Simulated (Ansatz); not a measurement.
## Geometry relaxation, with input and output: Si

Si (Fm-3m, 1 atom in the cell), computed with DFT PBEsol, scalar-relativistic, plane waves, PAW, no spin polarisation (Ansatz 0.2.0).

The structure was made by swapping elements on the sites of another compound; it need not be a known phase. It belongs to a series of runs on one base structure; here: Al -> Si on all its sites, cell and atoms relaxed. Figures and captions count atoms from 1; the log counts them from 0 in places.

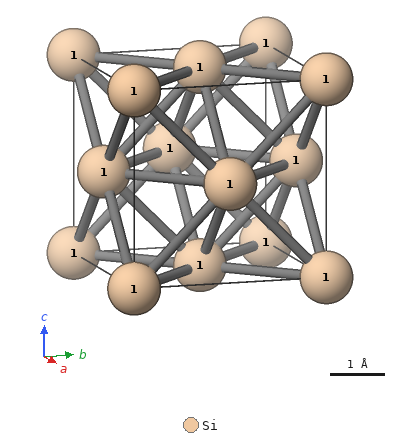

Figure 1. The structure as given in the input (ball-and-stick view of the cell 4 times as large as that of the calculation, set on its symmetry axes, seen slightly off an axis; atoms are numbered from 1 in the order of the input). An atom can appear more than once, as a periodic image. Near neighbours in the periodic cell (some may lie outside the picture): Si has 12 Si at 2.68 Å.

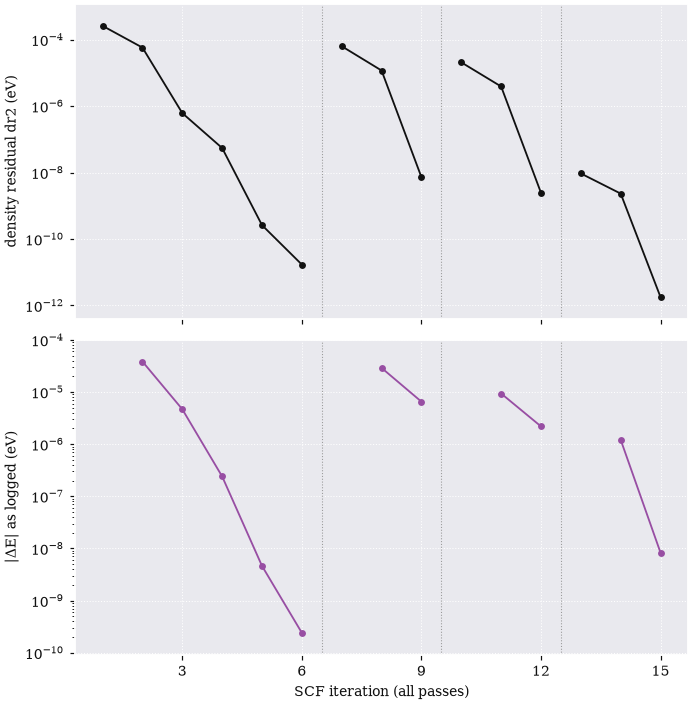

Figure 2. Convergence of the self-consistent field: density residual dr2 and size of the energy change against the SCF iteration. The dotted lines part the SCF passes of the relaxation: geometry steps, rejected trials and re-solves on a re-selected basis. The passes take 6, 3, 3 and 3 iterations.

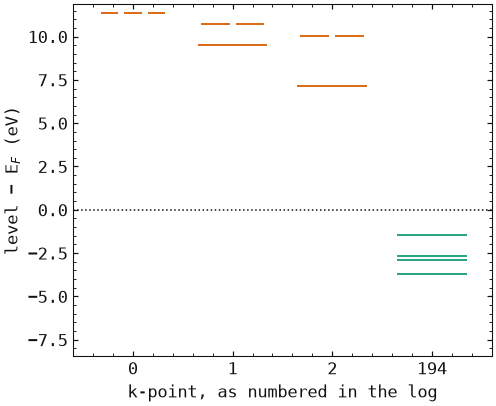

Figure 3. Kohn–Sham levels near the Fermi level (dotted) at the few k-points that the log prints; levels within 0.02 eV of each other stand side by side. The system is metallic on the full mesh.

The input and output of the run follow.

Input file:
```yaml
crystal:
  lattice:
    - [0.0, 1.8969105883, 1.8969105883]
    - [1.8969105883, 0.0, 1.8969105883]
    - [1.8969105883, 1.8969105883, 0.0]
  atoms:
    - { symbol: Si, position: [0.0, 0.0, 0.0] }
basis:
  ecutwfc: 420
kpoints:
  mp_grid: { grid: [18, 18, 18] }
hamiltonian:
  xc: pbesol
scf:
  occupations: { method: gaussian, width: 0.1 }
output:
  forces: true
  stress: true
  eigenvalues: true
relax:
  adjacent_minimum: "off"
  f_tol: 0.01
  max_steps: 60
  cell: { stress_tol: 0.1 }
```

Launched with:
```bash
ansatz run input.yaml --threads 1 --pin off --max-ram 2560MiB --backend cpu --events-out ev --progress --plain --runs-dir out
```

What the program printed:
```
Engine: ansatz 0.2.0, x86_64-unknown-linux-gnu
Pseudopotentials: kind: paw
Pseudopotential: Si, paw, valence charge 4, recommended cutoff 420 eV (normal), Si.paw.azcp
Functional definition: PBEsol
  exchange = pbesol_x
  correlation = pbesol_c
Crystal: 1 atoms, lattice volume = 13.651 Å³
Basis set: ecut = 420 eV, 283 PW (Γ), exchange–correlation on 36×36×36 points (8 copies of the dense FFT grid, shifted against one another)
Bands: 6, of which v1, the nominal top of the filled ones, is band 2 counted from 1 (1 counted from 0)
Symmetry: 48 space group operations
Space group: Fm-3m (ITA 225), of the structure as read, at distance tolerance 2.4e-5 Å
k-points: 195 of 5832
Non-local potential: Si, projectors of the file, l = 0: 2, l = 1: 2, l = 2: 2
PAW form: soft (Blöchl's): semilocal exchange-correlation on the pseudo side does not see the compensation charge
PAW frozen core: Si, regenerated for the run's functional, and the local potential with it (the file was generated under x = pbe(κ = 0.804, μ = 0.2195149727645171), c = pbe(β = 0.06672455060314922))
PAW one-centre angular grid: Si, 110 points (default); XC on 64 Gauss nodes
Initial density: superposition of atomic densities (neutral atoms: chi_scale 0, normalization atom), corrected by the library's trained network
Initial wavefunctions: pseudopotential atomic-orbital guess
Functional: x = pbesol(κ = 0.804, μ = 0.12345679012345678), c = pbesol(β = 0.046)
SCF iter   1: F=—  HF=-621.085062 eV  |F-HF|=—  |Δ(HF+E_count)|=         —  Δρ=1.84e-3  dr2=2.58e-4  ethr=1.77e-3  ⟨swp⟩=5.0  Hψ=10922  notcnv=0
preconditioner: auto → none  [metal: Δε(μ)=0.010 eV  Ē_g=14.171 eV  σ=0.100 eV  W_gap=0.05  n_scr=0 (ndim 8)  ℏωp=20.1 eV  f_vac=0.000  D(μ)=0.51/eV (n_scr^D=0)]
SCF iter   2: F=—  HF=-621.085024 eV  |F-HF|=—  |Δ(HF+E_count)|=   3.84e-5  Δρ=8.90e-4  dr2=5.73e-5  ethr=6.46e-6  ⟨swp⟩=1.9  Hψ=2926  notcnv=0
SCF iter   3: F=—  HF=-621.085019 eV  |F-HF|=—  |Δ(HF+E_count)|=   4.67e-6  Δρ=7.09e-5  dr2=6.13e-7  ethr=1.43e-6  ⟨swp⟩=2.0  Hψ=1493  notcnv=0
iter 4 did not close the SCF: its close was put off for the readings that it lacked (scf_convergence_deferred on its scf_iter line)
SCF iter   4: F=-621.085019 eV  HF=-621.085019 eV  |F-HF|=8.38e-9  |Δ(HF+E_count)|=   2.40e-7  Δρ=2.59e-5  dr2=5.45e-8  ethr=1.53e-8  ⟨swp⟩=1.4  Hψ=1223  notcnv=0
iter 5 did not close the SCF: its close was put off for the readings that it lacked (scf_convergence_deferred on its scf_iter line)
SCF iter   5: F=-621.085019 eV  HF=-621.085019 eV  |F-HF|=1.15e-10  |Δ(HF+E_count)|=   4.61e-9  Δρ=1.40e-6  dr2=2.61e-10  ethr=1.36e-9  ⟨swp⟩=2.0  Hψ=1477  notcnv=0
SCF iter   6: F=-621.085019 eV  HF=-621.085019 eV  |F-HF|=8.41e-12  |Δ(HF+E_count)|=  2.40e-10  Δρ=3.53e-7  dr2=1.70e-11  ethr=6.52e-12  ⟨swp⟩=1.6  Hψ=3593  notcnv=0
the search or the solves at the SCF's close seem to have found levels that the self-consistency loop had missed (the run counts 1). By its estimate they hold under 1e-12 electrons; where the run keeps them, the occupations were computed again with them
SCF 1 converged in 6 iterations: F = -621.085019 eV  dr2 = 1.70e-11
  greatest PAW one-centre occupation: 0.680 electrons in one spin orbital (limit 2), on the Si atom at site 0 (counted from 0), in its partial waves of l = 0
relax step   1: F+E_penalty+E_count = -621.08501881 eV  Δ(F+E_penalty+E_count) = +0.000e0 eV  max|allowed force component| = 0.000e0 eV/Å  Δτ_max = 0.0000 Å  P = +3.415 GPa  Ω = 13.651 Å³  (6 SCF iters, dr2 threshold 1.00e-7 eV, accepted)
Crystal: 1 atoms, lattice volume = 13.949 Å³
Initial density: handed on by an earlier stage of this run
Initial wavefunctions: those handed on with the density
iter 1 solved again at ethr=1.55e-6 eV; its pass at ethr=3.10e-3 eV (dr2=6.19e-5 eV) is discarded
SCF iter   1: F=—  HF=-621.089350 eV  |F-HF|=—  |Δ(HF+E_count)|=         —  Δρ=7.05e-4  dr2=6.30e-5  ethr=1.55e-6  ⟨swp⟩=1.7  Hψ=11606  notcnv=0
preconditioner: auto → none  [metal: Δε(μ)=0.030 eV  Ē_g=13.969 eV  σ=0.100 eV  W_gap=0.17  n_scr=0 (ndim 8)  ℏωp=19.9 eV  f_vac=0.000  D(μ)=0.43/eV (n_scr^D=0)]
SCF iter   2: F=—  HF=-621.089321 eV  |F-HF|=—  |Δ(HF+E_count)|=   2.90e-5  Δρ=3.08e-4  dr2=1.17e-5  ethr=1.55e-6  ⟨swp⟩=1.0  Hψ=1179  notcnv=0
SCF iter   3: F=-621.089315 eV  HF=-621.089315 eV  |F-HF|=1.03e-8  |Δ(HF+E_count)|=   6.53e-6  Δρ=1.06e-5  dr2=7.25e-9  ethr=2.50e-9  ⟨swp⟩=3.7  Hψ=5817  notcnv=0
SCF 2 converged in 3 iterations: F = -621.089315 eV  dr2 = 7.25e-9
  greatest PAW one-centre occupation: 0.682 electrons in one spin orbital (limit 2), on the Si atom at site 0 (counted from 0), in its partial waves of l = 0
relax step   2: F+E_penalty+E_count = -621.08931469 eV  Δ(F+E_penalty+E_count) = -4.296e-3 eV  max|allowed force component| = 0.000e0 eV/Å  Δτ_max = 0.0000 Å  P = +1.292 GPa  Ω = 13.949 Å³  energy of the carried Pulay correction = -6.857e-5 eV  (3 SCF iters, dr2 threshold 1.00e-7 eV, accepted)
Crystal: 1 atoms, lattice volume = 14.137 Å³
iter 1 solved again at ethr=5.06e-7 eV; its pass at ethr=3.10e-3 eV (dr2=2.03e-5 eV) is discarded
SCF iter   1: F=—  HF=-621.090044 eV  |F-HF|=—  |Δ(HF+E_count)|=         —  Δρ=4.02e-4  dr2=2.06e-5  ethr=5.06e-7  ⟨swp⟩=1.9  Hψ=11263  notcnv=0
preconditioner: auto → none  [metal: Δε(μ)=0.060 eV  Ē_g=13.853 eV  σ=0.100 eV  W_gap=0.32  n_scr=0 (ndim 8)  ℏωp=19.8 eV  f_vac=0.000  D(μ)=0.40/eV (n_scr^D=0)]
SCF iter   2: F=—  HF=-621.090035 eV  |F-HF|=—  |Δ(HF+E_count)|=   9.36e-6  Δρ=1.77e-4  dr2=3.87e-6  ethr=5.06e-7  ⟨swp⟩=1.1  Hψ=1187  notcnv=0
SCF iter   3: F=-621.090033 eV  HF=-621.090033 eV  |F-HF|=4.08e-9  |Δ(HF+E_count)|=   2.19e-6  Δρ=6.32e-6  dr2=2.45e-9  ethr=2.50e-9  ⟨swp⟩=3.2  Hψ=4430  notcnv=0
SCF 3 converged in 3 iterations: F = -621.090033 eV  dr2 = 2.45e-9
  greatest PAW one-centre occupation: 0.683 electrons in one spin orbital (limit 2), on the Si atom at site 0 (counted from 0), in its partial waves of l = 0
relax step   3: F+E_penalty+E_count = -621.09003262 eV  Δ(F+E_penalty+E_count) = -7.179e-4 eV  max|allowed force component| = 0.000e0 eV/Å  Δτ_max = 0.0000 Å  P = +0.015 GPa  Ω = 14.137 Å³  energy of the carried Pulay correction = -1.110e-4 eV  (3 SCF iters, dr2 threshold 1.00e-7 eV, accepted)
Basis set: ecut = 420 eV, 283 PW (Γ), exchange–correlation on 40×40×40 points (8 copies of the dense FFT grid, shifted against one another)
Initial wavefunctions: pseudopotential atomic-orbital guess (no wavefunctions were taken with the density)
iter 1 solved again at ethr=4.61e-8 eV; its pass at ethr=3.10e-3 eV (dr2=1.84e-6 eV) is discarded
SCF iter   1: F=—  HF=-621.090164 eV  |F-HF|=—  |Δ(HF+E_count)|=         —  Δρ=2.73e-5  dr2=9.36e-9  ethr=4.61e-8  ⟨swp⟩=3.1  Hψ=14581  notcnv=0
preconditioner: auto → none  [metal: Δε(μ)=0.060 eV  Ē_g=13.854 eV  σ=0.100 eV  W_gap=0.32  n_scr=0 (ndim 8)  ℏωp=19.8 eV  f_vac=0.000  D(μ)=0.40/eV (n_scr^D=0)]
SCF iter   2: F=—  HF=-621.090165 eV  |F-HF|=—  |Δ(HF+E_count)|=   1.21e-6  Δρ=1.37e-5  dr2=2.32e-9  ethr=2.34e-10  ⟨swp⟩=1.3  Hψ=1258  notcnv=0
SCF iter   3: F=-621.090165 eV  HF=-621.090165 eV  |F-HF|=9.09e-13  |Δ(HF+E_count)|=   8.25e-9  Δρ=2.35e-7  dr2=1.78e-12  ethr=1.00e-12  ⟨swp⟩=3.0  Hψ=4018  notcnv=0
SCF 4 converged in 3 iterations: F = -621.090165 eV  dr2 = 1.78e-12
relax step   4: F+E_penalty+E_count = -621.09016501 eV  Δ(F+E_penalty+E_count) = -1.324e-4 eV  max|allowed force component| = 0.000e0 eV/Å  Δτ_max = 0.0000 Å  P = +0.032 GPa  Ω = 14.137 Å³  stress off target by 3.20e-2 GPa  SCF on the basis re-selected at this cell (its energy is not comparable with the rows above)  (3 SCF iters)
basis re-selected at this cell: Δ(F+E_penalty+E_count) = -1.324e-4 eV, ΔP = +0.017 GPa vs the last step (what re-selecting the basis moved, of the pressure what is left beyond the Pulay correction that the steps carried, after the strain that the cell walked since its last selection, with what the two solves' SCF thresholds leave and, on support functions, any second-order correction that the steps lacked; it is no measure of the basis error at this ecutwfc). The dense FFT grid was sized anew with the basis: this SCF ran on 20×20×20 points, the steps before it on 18×18×18, so part of this shift can come from that change (see relax.cell in the input reference). This SCF's stress stands 3.20e-2 GPa from its target on what of the cell is left free (relax.cell.stress_tol is 1.00e-1 GPa) and its largest allowed force component is 0.00e0 eV/Å (relax.f_tol is 1.00e-2 eV/Å): within both
SCF converged after 3 iterations
Free energy (F): -621.090165 eV
Harris-Foulkes:  -621.090165 eV  (|F-HF|=9.09e-13)
Internal energy: -621.088164 eV  (E = F + TS)
E sigma→0 (E₀):  -621.089164 eV
Entropy (-TS):   -0.002001 eV (-2.001 meV/atom)
Fermi energy:    11.057094 eV
--- Per-component energies (eV) ---
  E_band       = 20.827584
  E_kinetic    = 41.504929
  E_local      = 3.307768  (includes V_loc(G=0)·N_el)
  E_nonlocal   = 25.470826
  E_hartree    = 0.384889
  E_xc         = -55.918274
  E_vxc        = -48.382347  (∫ρ·V_xc dr)
  E_paw        = -498.267512  (= ΣΔE_a)
  E_vpaw       = -1.843375  (= ΣTr[D̂ρ^β])
  E_aug_tail   = 0.000007  (compensation charges beyond the density's cutoff)
  E_ewald      = -137.602356
  E_core_change = 0.031561  (= ΣΔE_core)
  E_smearing   = -0.002001  (= −TS)
  E_closure    = 0.000000  (closes the sum)
  Σ components = -621.090165   (vs F -621.090165, Δ=0.00e0)
--- Forces (eV/Å), atoms counted from 1 ---
  atom   1  Si     0.00000000    -0.00000000    -0.00000000
  max |Σ_I F_I| component: 3.08e-33 eV/Å
--- Stress (GPa, compression-positive) ---
        0.032021       0.000000       0.000000
        0.000000       0.032021       0.000000
        0.000000       0.000000       0.032021
  P = ⅓ Tr σ = 0.0320 GPa (0.320 kbar)
--- Band table (eV; the first three rows and the last of 195) ---
  k-point 0: bands = ["-3.6753", "22.3941", "22.3941", "22.3941", "22.9782", "22.9782"]
  k-point 1: bands = ["-3.5840", "20.5816", "21.7940", "21.7940", "23.6925", "23.6925"]
  k-point 2: bands = ["-3.3103", "18.2144", "21.1076", "21.1076", "24.3969", "24.6625"]
  k-point 194: bands = ["7.3496", "8.1692", "8.3766", "9.6114", "24.6809", "25.0909"]
--- Relaxed structure (3 steps of the walk, 3 accepted, 1 SCFs on fresh bases) ---
  F+E_penalty+E_count = -621.09016501 eV   max|allowed force component| = 0.000e0 eV/Å   (the final SCF, on the basis selected at the relaxed cell)
  cell:  # Å, volume = 14.1373 Å³
    - [-2.547686016447779e-35, 1.919164479108131, 1.919164479108131]
    - [1.919164479108131, -9.267207884828853e-34, 1.919164479108131]
    - [1.919164479108131, 1.919164479108131, 8.311825628660933e-34]
  atoms:
    - { symbol: Si, position: [0.0, 0.0, 0.0] }
```

Trajectory as extended XYZ (Å, eV, eV/Å), 4 frames, from step=1 to step=4:
```
1
Lattice="0.0000 1.8969 1.8969 1.8969 0.0000 1.8969 1.8969 1.8969 0.0000" Properties=species:S:1:pos:R:3:forces:R:3 step=1 energy=-621.08502 pressure_GPa=3.41
Si    0.0000    0.0000    0.0000    0.0000   0.0000   0.0000
1
Lattice="0.0000 1.9106 1.9106 1.9106 0.0000 1.9106 1.9106 1.9106 0.0000" Properties=species:S:1:pos:R:3:forces:R:3 step=2 energy=-621.08932 pressure_GPa=1.29
Si    0.0000    0.0000    0.0000    0.0000   0.0000   0.0000
1
Lattice="0.0000 1.9192 1.9192 1.9192 0.0000 1.9192 1.9192 1.9192 0.0000" Properties=species:S:1:pos:R:3:forces:R:3 step=3 energy=-621.09003 pressure_GPa=0.02
Si    0.0000    0.0000    0.0000    0.0000   0.0000   0.0000
1
Lattice="0.0000 1.9192 1.9192 1.9192 0.0000 1.9192 1.9192 1.9192 0.0000" Properties=species:S:1:pos:R:3:forces:R:3 step=4 energy=-621.09016 pressure_GPa=0.03
Si    0.0000    0.0000    0.0000    0.0000   0.0000   0.0000
```

Key numbers:

| quantity | value |
| --- | --- |
| outcome | converged |
| space group (tolerance 0.01 Å) | Fm-3m (225) |
| electrons treated | 4 |
| free energy | −621.0902 eV |
| Fermi energy | 11.057 eV |
| gap on the k-point mesh | none (metallic) |
| pressure | 0.03 GPa |
| final volume | 14.14 Å³ |
| largest force (length of the vector) at the end | under 0.001 eV/Å |
| final cell | a = 2.714 Å, b = 2.714 Å, c = 2.714 Å, α = 60.00°, β = 60.00°, γ = 60.00° |
| hardware | 1 thread of Intel Xeon (Granite Rapids), 192 GiB of memory available, shared host |
| wall time | 3 s |
| peak memory | 0.32 GiB |
